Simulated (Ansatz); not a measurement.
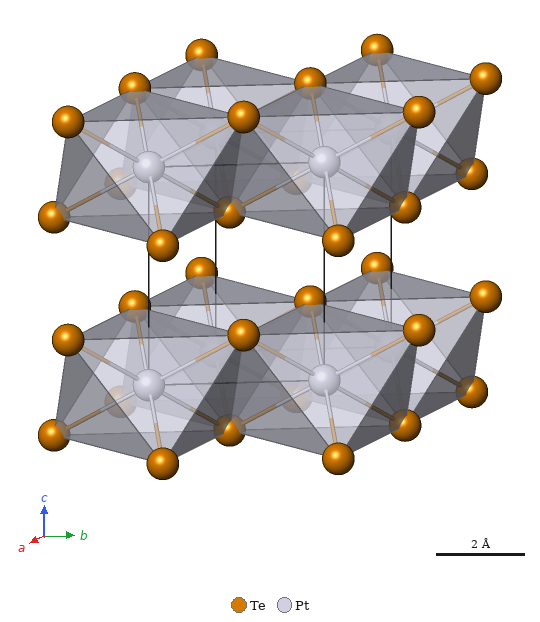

*The input geometry (polyhedral view of the cell of the calculation, seen slightly off an axis; polyhedra are completed across the faces of the cell). An atom can appear more than once, as a periodic image.*

## Run report: PtTe2, single-point calculation

System: PtTe2 (3 atoms in the cell).
Method: DFT, PBE, plane waves, PAW, no spin polarisation (Ansatz 0.2.0).

The structure derives from an entry of the Crystallography Open Database.

What the program printed
```
Engine: ansatz 0.2.0, aarch64-unknown-linux-gnu
Pseudopotentials: kind: paw
Pseudopotential: Te, paw, valence charge 16, recommended cutoff 420 eV (normal), Te.paw.azcp
Pseudopotential: Pt, paw, valence charge 18, recommended cutoff 420 eV (normal), Pt.paw.azcp
Functional definition: PBE
  parameter kappa = 0.804
  parameter beta = 0.06672455060314922
  exchange = pbe_x(kappa = kappa, mu = beta*pi^2/3)
  correlation = pbe_c(beta = beta)
Crystal: 3 atoms, lattice volume = 72.871 Å³
Basis set: ecut = 420 eV, 1409 PW (Γ), exchange–correlation on 60×60×72 points (8 copies of the dense FFT grid, shifted against one another)
Bands: 29, of which v1, the nominal top of the filled ones, is band 25 counted from 1 (24 counted from 0)
Symmetry: 12 space group operations
Space group: P-3m1 (ITA 164), of the structure as read, at distance tolerance 4.2e-5 Å
k-points: 50 of 384
Non-local potential: Te, projectors of the file, l = 0: 2, l = 1: 2, l = 2: 2, l = 3: 2
Non-local potential: Pt, projectors of the file, l = 0: 3, l = 1: 2, l = 2: 2, l = 3: 1
PAW form: soft (Blöchl's): semilocal exchange-correlation on the pseudo side does not see the compensation charge
PAW one-centre angular grid: Te, 590 points (default); XC on 64 Gauss nodes
PAW one-centre angular grid: Pt, 590 points (default); XC on 64 Gauss nodes
Initial density: superposition of atomic densities (neutral atoms: chi_scale 0, normalization atom), corrected by the library's trained network
Initial wavefunctions: pseudopotential atomic-orbital guess
Functional: x = pbe(κ = 0.804, μ = 0.2195149727645171), c = pbe(β = 0.06672455060314922)
SCF iter   1: F=—  HF=-26484.060074 eV  |F-HF|=—  |Δ(HF+E_count)|=         —  Δρ=3.19e-3  dr2=7.00e-3  ethr=1.77e-3  ⟨swp⟩=6.2  Hψ=6218  notcnv=0
preconditioner: auto → LDOS  [metal: Δε(μ)=0.011 eV  Ē_g=8.204 eV  σ=0.050 eV  W_gap=0.12  n_scr=22 (ndim 8)  ℏωp=20.4 eV  f_vac=0.010  D(μ)=1.30/eV (n_scr^D=8)  β→1.0]
SCF iter   2: F=—  HF=-26484.060705 eV  |F-HF|=—  |Δ(HF+E_count)|=   6.31e-4  Δρ=1.85e-3  dr2=4.16e-3  ethr=1.40e-5  ⟨swp⟩=2.0  Hψ=3248  notcnv=0  defer=3
preconditioner: auto → Resta (q_TF=auto, 2.562 Å⁻¹)  ε∞=7.2  [insulator: Δε(μ)=0.101 eV  Ē_g=8.208 eV  σ=0.050 eV  W_gap=0.50  n_scr=22 (ndim 8)  ℏωp=20.4 eV  f_vac=0.009  D(μ)=1.32/eV (n_scr^D=8)  ε∞_Penn≈7.2  β→0.5]
SCF iter   3: F=—  HF=-26484.059302 eV  |F-HF|=—  |Δ(HF+E_count)|=   1.40e-3  Δρ=4.98e-4  dr2=8.71e-5  ethr=8.31e-6  ⟨swp⟩=2.0  Hψ=2526  notcnv=0  defer=3
SCF iter   4: F=—  HF=-26484.059365 eV  |F-HF|=—  |Δ(HF+E_count)|=   6.34e-5  Δρ=2.23e-4  dr2=1.75e-5  ethr=1.74e-7  ⟨swp⟩=2.0  Hψ=1895  notcnv=0  defer=3
SCF iter   5: F=—  HF=-26484.059392 eV  |F-HF|=—  |Δ(HF+E_count)|=   2.64e-5  Δρ=3.38e-5  dr2=1.14e-6  ethr=3.50e-8  ⟨swp⟩=2.0  Hψ=1996  notcnv=0  defer=3
SCF iter   6: F=-26484.059393 eV  HF=-26484.059393 eV  |F-HF|=3.90e-8  |Δ(HF+E_count)|=   1.03e-6  Δρ=8.15e-6  dr2=7.64e-8  ethr=2.00e-10  ⟨swp⟩=3.4  Hψ=6155  notcnv=0
SCF 1 converged in 6 iterations: F = -26484.059393 eV  dr2 = 7.64e-8
  greatest PAW one-centre occupation: 1.000 electrons in one spin orbital (limit 2), on the Pt atom at site 2 (counted from 0), in its partial waves of l = 0
SCF converged after 6 iterations
Free energy (F): -26484.059393 eV
Harris-Foulkes:  -26484.059393 eV  (|F-HF|=3.90e-8)
Internal energy: -26484.057778 eV  (E = F + TS)
E sigma→0 (E₀):  -26484.058586 eV
Entropy (-TS):   -0.001615 eV (-0.538 meV/atom)
Fermi energy:    13.893762 eV
--- Per-component energies (eV) ---
  E_band       = -691.270975
  E_kinetic    = 1001.342440
  E_local      = -4372.271443  (includes V_loc(G=0)·N_el)
  E_nonlocal   = -421.380166
  E_hartree    = 2331.878423
  E_xc         = -511.864923
  E_vxc        = -513.209116  (∫ρ·V_xc dr)
  E_paw        = -18779.293465  (= ΣΔE_a)
  E_vpaw       = -1049.503531  (= ΣTr[D̂ρ^β])
  E_aug_tail   = -0.000143  (compensation charges beyond the density's cutoff)
  E_ewald      = -5732.468501
  E_smearing   = -0.001615  (= −TS)
  E_closure    = 0.000000  (closes the sum)
  Σ components = -26484.059393   (vs F -26484.059393, Δ=0.00e0)
--- Forces (eV/Å), atoms counted from 1 ---
  atom   1  Te     0.00000000     0.00000000    -0.00494184
  atom   2  Te    -0.00000000     0.00000000     0.00494184
  atom   3  Pt     0.00000000    -0.00000000     0.00000000
  max |Σ_I F_I| component: 4.34e-19 eV/Å
--- Stress (GPa, compression-positive) ---
        3.364833      -0.000000       0.000000
       -0.000000       3.364833       0.000000
        0.000000       0.000000       3.325791
  P = ⅓ Tr σ = 3.3518 GPa (33.518 kbar)
```

The run was set up as follows.

Input file
```yaml
crystal:
  lattice:
    - [4.0597560715, -2.916735016393e-11, 2.049095353027e-19]
    - [-2.029878035725, 3.515851891102, 5.598232613831e-19]
    - [2.658010219884e-19, 9.919829187073e-19, 5.105334681799]
  atoms:
    - { symbol: Te, position: [0.3333333333333, 0.6666666666667, 0.2657259878202] }
    - { symbol: Te, position: [0.6666666666667, 0.3333333333333, 0.7342740121798] }
    - { symbol: Pt, position: [1.68686299334e-34, 3.612978209331e-35, 1.10944212007e-19] }
basis:
  ecutwfc: 420
  ecutrho_ratio: 4
kpoints:
  mp_grid: { grid: [8, 8, 6] }
hamiltonian:
  xc: pbe
scf:
  occupations: { method: gaussian, width: 0.05 }
  algorithm: density_mixing
output:
  forces: true
  stress: true
```

Run as:
```bash
ansatz run input.yaml --threads 4 --pin off --max-ram 8192MiB --backend cpu --events-out ev --progress --plain --runs-dir out
```

Key numbers

| quantity | value |
| --- | --- |
| outcome | converged |
| space group (tolerance 0.01 Å) | P-3m1 (164) |
| electrons treated | 50 |
| free energy | −26484.0594 eV |
| Fermi energy | 13.894 eV |
| pressure | 3.35 GPa |
| largest force (length of the vector) | 0.005 eV/Å |
| hardware | 4 threads of Arm Neoverse V2, 24 GiB of memory available, shared host |
| wall time | 1.1 s (CPU time 4.1 s) |
| peak memory | 0.41 GiB |

Remarks

Settings chosen away from the usual ones: scf.algorithm = "density_mixing". Spin–orbit coupling is left out, which matters for Pt.
